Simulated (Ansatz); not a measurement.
## Two runs on Ga$_{3}$N$_{2}$

System: Ga$_{3}$N$_{2}$ (R-3m, 5 atoms in the cell).
Method of the first run: DFT PBE, scalar-relativistic, plane waves, PAW, spin-polarised (Ansatz 0.2.0).

The structure was made by swapping elements on the sites of another compound; it need not be a known phase. Text and figures count atoms from 1; the logs count them from 0 in places.

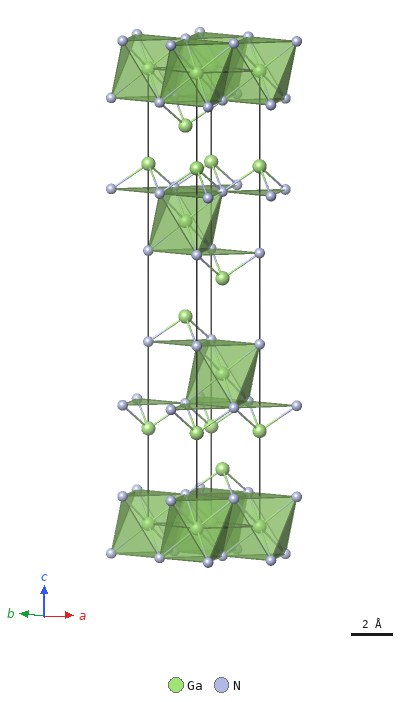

Figure 1. The structure as given in the input (polyhedral view of the cell 3 times as large as that of the calculation, set on its symmetry axes, seen at an oblique angle; polyhedra are completed across the faces of the cell).

Input file, the first run:
```yaml
crystal:
  lattice:
    - [1.6160857527, 0.9330475444, 7.4913772325]
    - [-1.6160857527, 0.9330475444, 7.4913772325]
    - [0.0, -1.8660950887, 7.4913772325]
  atoms:
    - { symbol: Ga, position: [0.0, 0.0, 0.0] }
    - { symbol: Ga, position: [0.2095, 0.2095, 0.2095] }
    - { symbol: Ga, position: [0.7905, 0.7905, 0.7905] }
    - { symbol: "N", position: [0.4, 0.4, 0.4], spin: 1.0 }
    - { symbol: "N", position: [0.6, 0.6, 0.6], spin: 1.0 }
basis:
  ecutwfc: 420
kpoints:
  mp_grid: { grid: [6, 6, 6] }
hamiltonian:
  xc: pbe
scf:
  occupations: { method: gaussian, width: 0.1 }
  lower_state_search: "off"
output:
  forces: true
  stress: true
  eigenvalues: true
  populations: true
magnetization:
  spin_polarized: true
```

Command:
```bash
ansatz run input.yaml --threads 1 --pin off --max-ram 2560MiB --backend cpu --events-out ev --progress --plain --runs-dir out
```

Hardware: 1 thread of Intel Xeon (Granite Rapids), 192 GiB of memory available, shared host.

Output, shortened to warnings, some set-up lines, iterations and results (the first run):
```
WARN: the starting moments were not kept: the SCF closed with an absolute magnetisation of 1.1e-5 μB, where they sum to 2 μB in size (2 sites). That is at most 0.1 of that sum. Measured as dr2_m measures the in/out step, that magnetisation stands 1.6e-11 eV from none, at or under the dr2_threshold of 1.0e-7 eV: it is no larger than a step whose dr2_m would equal this threshold. The system may …
Basis set: ecut = 420 eV, 1333 PW (Γ), FFT grids on a1−a3, a2−a3, a3, exchange–correlation on 48×48×108 points (8 copies of the dense FFT grid, shifted against one another)
Symmetry: 12 space group operations
k-points: 32 of 216
Initial density: superposition of atomic densities (chi_scale 0.1, normalization cell, long waves kept (reshape's long-wave potential 0.76 eV rms))
[...]
SCF iter   1: F=—  HF=-12116.068123 eV  |F-HF|=—  |Δ(HF+E_count)|=         —  Δρ=4.17e-2 (↑4.17e-2 ↓4.02e-2)  dr2=6.17e0  dr2_m=5.18e-1  M=0.297 μB ∫|m|=0.794 μB  β_m=0.30  …
SCF iter   2: F=—  HF=-12115.506151 eV  |F-HF|=—  |Δ(HF+E_count)|=   5.62e-1  Δρ=3.28e-2 (↑2.99e-2 ↓3.28e-2)  dr2=1.89e0  dr2_m=3.64e-1  M=0.205 μB ∫|m|=0.590 μB  β_m=0.30  …
SCF iter   3: F=—  HF=-12115.274662 eV  |F-HF|=—  |Δ(HF+E_count)|=   2.31e-1  Δρ=2.09e-2 (↑2.09e-2 ↓2.06e-2)  dr2=9.15e-2  dr2_m=2.32e-1  M=0.169 μB ∫|m|=0.464 μB  β_m=0.30  …
SCF iter   4: F=—  HF=-12115.339805 eV  |F-HF|=—  |Δ(HF+E_count)|=   6.51e-2  Δρ=1.60e-2 (↑1.60e-2 ↓1.53e-2)  dr2=4.82e-2  dr2_m=1.41e-1  M=0.137 μB ∫|m|=0.383 μB  β_m=0.30  …
SCF iter   5: F=—  HF=-12115.380922 eV  |F-HF|=—  |Δ(HF+E_count)|=   4.11e-2  Δρ=1.18e-2 (↑1.18e-2 ↓1.17e-2)  dr2=1.43e-3  dr2_m=8.49e-2  M=0.113 μB ∫|m|=0.319 μB  β_m=0.30  …
[... 6 lines ...]
SCF iter  12: F=-12115.445407 eV  HF=-12115.445407 eV  |F-HF|=1.22e-9  |Δ(HF+E_count)|=   7.49e-6  Δρ=8.71e-6 (↑7.75e-6 ↓8.71e-6)  dr2=7.77e-8  dr2_m=3.45e-8  M=0.000 μB …
SCF iter  13: F=-12115.445407 eV  HF=-12115.445407 eV  |F-HF|=8.68e-8  |Δ(HF+E_count)|=   1.03e-7  Δρ=4.68e-6 (↑3.91e-6 ↓4.68e-6)  dr2=3.35e-8  dr2_m=1.38e-9  M=0.000 μB …
SCF iter  14: F=-12115.445407 eV  HF=-12115.445407 eV  |F-HF|=5.64e-9  |Δ(HF+E_count)|=   2.96e-8  Δρ=1.39e-6 (↑1.39e-6 ↓1.27e-6)  dr2=1.02e-8  dr2_m=2.85e-10  M=0.000 μB …
SCF iter  15: F=-12115.445407 eV  HF=-12115.445407 eV  |F-HF|=1.48e-9  |Δ(HF+E_count)|=  1.09e-11  Δρ=9.52e-7 (↑9.52e-7 ↓7.24e-7)  dr2=2.43e-9  dr2_m=3.29e-11  M=-0.000 μB …
SCF 1 converged in 15 iterations: F = -12115.445407 eV  dr2 = 2.43e-9
SCF converged after 15 iterations
Magnetization: -0.0000 μB (24.5000 up, 24.5000 down)
Absolute magnetization: 0.0000 μB (∫|ρ↑−ρ↓|, with the PAW one-centre terms)
Spin contamination: 0.0000 ħ² per cell (⟨S²⟩ above its minimum at these occupations)
Per-site moments (μB) at R_I (Å): [(5.070031393702144e-7, 0.987172071419308), (-2.743064875751466e-7, 0.9345604137209412), (-2.743064875997151e-7, 0.9345604137209409), (-2.3079872816452812e-6, 0.9345604137209409), (-2.307987281611919e-6, 0.9345604137209412)]
Free energy (F): -12115.445407 eV
Harris-Foulkes:  -12115.445407 eV  (|F-HF|=1.48e-9)
Internal energy: -12115.439845 eV  (E = F + TS)
E sigma→0 (E₀):  -12115.442626 eV
Entropy (-TS):   -0.005562 eV (-1.112 meV/atom)
Fermi energy:    9.663533 eV
--- Per-component energies (eV) ---
  E_band       = -77.229858
  E_kinetic    = 590.711450
  E_local      = -5570.200270  (includes V_loc(G=0)·N_el)
  E_nonlocal   = 1370.429197
  E_hartree    = 2565.674359
  E_xc         = -321.254825
  E_vxc        = -318.691043  (∫ρ·V_xc dr)
  E_paw        = -6225.335436  (= ΣΔE_a)
  E_vpaw       = -1280.827067  (= ΣTr[D̂ρ^β])
  E_aug_tail   = -0.000160  (compensation charges beyond the density's cutoff)
  E_ewald      = -4525.464160
  E_smearing   = -0.005562  (= −TS)
  E_closure    = 0.000000  (closes the sum)
  Σ components = -12115.445407   (vs F -12115.445407, Δ=0.00e0)
--- Forces (eV/Å), atoms counted from 1 ---
  atom   1  Ga    -0.00000000     0.00000000     0.00000000
  atom   2  Ga     0.00000000     0.00000000     2.39119426
  atom   3  Ga    -0.00000000    -0.00000000    -2.39119426
  atom   4  N      0.00000000    -0.00000000    -0.39255350
  atom   5  N     -0.00000000     0.00000000     0.39255350
  max |Σ_I F_I| component: 9.25e-18 eV/Å
--- Stress (GPa, compression-positive) ---
      -12.064407      -0.000000       0.000000
       -0.000000     -12.064407      -0.000000
        0.000000      -0.000000     -23.902966
  P = ⅓ Tr σ = -16.0106 GPa (-160.106 kbar)
--- Löwdin populations: 5 sites ---
  site symbol       q [e]    m [muB]
     0     Ga     12.3454     0.0000
     1     Ga     12.6394    -0.0000
     2     Ga     12.6394    -0.0000
     3      N      5.6425    -0.0000
     4      N      5.6425    -0.0000
  spilling = 0.001850 (of n_electrons = 49.000000)
```

The input of the second run differs as follows (lines with − go, lines with + come):
```diff
-    - { symbol: "N", position: [0.4, 0.4, 0.4], spin: 1.0 }
-    - { symbol: "N", position: [0.6, 0.6, 0.6], spin: 1.0 }
+    - { symbol: "N", position: [0.4, 0.4, 0.4] }
+    - { symbol: "N", position: [0.6, 0.6, 0.6] }
-  populations: true
-magnetization:
-  spin_polarized: true
```

How does the second run compare with the first run?

The energy is the same within 0.01 meV per atom. The SCF takes 6 iterations against 15. The two runs start from different initial densities, which also moves the count.

Output, shortened to warnings, some set-up lines, iterations and results (the second run):
```
Basis set: ecut = 420 eV, 1333 PW (Γ), FFT grids on a1−a3, a2−a3, a3, exchange–correlation on 48×48×108 points (8 copies of the dense FFT grid, shifted against one another)
Symmetry: 12 space group operations
k-points: 32 of 216
Initial density: superposition of atomic densities (neutral atoms: chi_scale 0, normalization atom), corrected by the library's trained network
[...]
SCF iter   1: F=—  HF=-12115.445277 eV  |F-HF|=—  |Δ(HF+E_count)|=         —  Δρ=2.12e-3  dr2=2.23e-3  ethr=1.77e-3  ⟨swp⟩=5.1  Hψ=3456  notcnv=0
SCF iter   2: F=—  HF=-12115.445390 eV  |F-HF|=—  |Δ(HF+E_count)|=   1.14e-4  Δρ=1.13e-3  dr2=6.93e-4  ethr=4.55e-6  ⟨swp⟩=1.9  Hψ=1469  notcnv=0
SCF iter   3: F=—  HF=-12115.445410 eV  |F-HF|=—  |Δ(HF+E_count)|=   1.95e-5  Δρ=2.20e-4  dr2=3.69e-5  ethr=1.41e-6  ⟨swp⟩=3.0  Hψ=1736  notcnv=0
SCF iter   4: F=—  HF=-12115.445407 eV  |F-HF|=—  |Δ(HF+E_count)|=   2.91e-6  Δρ=1.25e-4  dr2=7.23e-6  ethr=7.53e-8  ⟨swp⟩=2.0  Hψ=1629  notcnv=0
SCF iter   5: F=—  HF=-12115.445407 eV  |F-HF|=—  |Δ(HF+E_count)|=   1.03e-8  Δρ=4.07e-5  dr2=9.15e-7  ethr=1.48e-8  ⟨swp⟩=2.0  Hψ=1604  notcnv=0
SCF iter   6: F=-12115.445407 eV  HF=-12115.445407 eV  |F-HF|=5.81e-9  |Δ(HF+E_count)|=   4.03e-7  Δρ=7.70e-6  dr2=3.51e-8  ethr=2.04e-10  ⟨swp⟩=3.6  Hψ=3907  notcnv=0
SCF 1 converged in 6 iterations: F = -12115.445407 eV  dr2 = 3.51e-8
SCF converged after 6 iterations
Free energy (F): -12115.445407 eV
Harris-Foulkes:  -12115.445407 eV  (|F-HF|=5.81e-9)
Internal energy: -12115.439845 eV  (E = F + TS)
E sigma→0 (E₀):  -12115.442626 eV
Entropy (-TS):   -0.005562 eV (-1.112 meV/atom)
Fermi energy:    9.663552 eV
--- Per-component energies (eV) ---
  E_band       = -77.228780
  E_kinetic    = 590.710603
  E_local      = -5570.198044  (includes V_loc(G=0)·N_el)
  E_nonlocal   = 1370.428623
  E_hartree    = 2565.673179
  E_xc         = -321.254781
  E_vxc        = -318.690986  (∫ρ·V_xc dr)
  E_paw        = -6225.335105  (= ΣΔE_a)
  E_vpaw       = -1280.826073  (= ΣTr[D̂ρ^β])
  E_aug_tail   = -0.000160  (compensation charges beyond the density's cutoff)
  E_ewald      = -4525.464160
  E_smearing   = -0.005562  (= −TS)
  E_closure    = -0.000000  (closes the sum)
  Σ components = -12115.445407   (vs F -12115.445407, Δ=0.00e0)
--- Forces (eV/Å), atoms counted from 1 ---
  atom   1  Ga    -0.00000000     0.00000000    -0.00000000
  atom   2  Ga     0.00000000     0.00000000     2.39113541
  atom   3  Ga    -0.00000000    -0.00000000    -2.39113541
  atom   4  N      0.00000000    -0.00000000    -0.39254558
  atom   5  N     -0.00000000     0.00000000     0.39254558
  max |Σ_I F_I| component: 5.55e-17 eV/Å
--- Stress (GPa, compression-positive) ---
      -12.064090      -0.000000       0.000000
       -0.000000     -12.064090      -0.000000
        0.000000      -0.000000     -23.902752
  P = ⅓ Tr σ = -16.0103 GPa (-160.103 kbar)
```

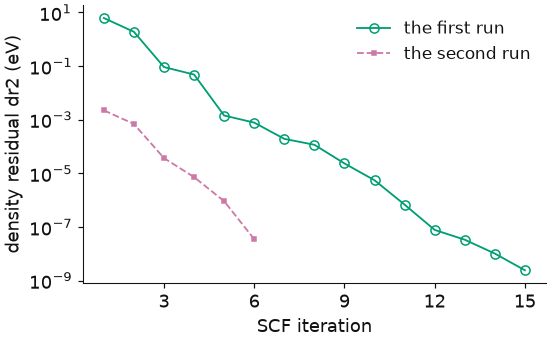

Figure 2. Convergence of the two runs: density residual dr2 against the SCF iteration. The first run takes 15 iterations in all, and the second run takes 6.

The two runs side by side:

| quantity | the first run | the second run |
| --- | --- | --- |
| outcome | converged | converged |
| free energy per atom (eV) | −2423.0891 | −2423.0891 |
| energy per atom, smearing taken to zero (eV) | −2423.0885 | −2423.0885 |
| gap on the mesh (eV) | 0.00 | 0.00 |
| net moment of the cell (μB) | 0.00 | – |
| absolute moment of the cell (μB) | 0.00 | – |
| pressure (GPa) | −16.01 | −16.01 |
| largest force (eV/Å) | 2.391 | 2.391 |
| SCF iterations | 15 | 6 |
| irreducible k-points | 32 | 32 |
| plane waves at Γ | 1333 | 1333 |
| wall time (shared host) | 6.8 s | 1.6 s |

For the first run: Warnings: some starting moments were not kept. For the second run: The cell holds an odd number of electrons but the run has no spin polarisation, so it comes out as a metal.
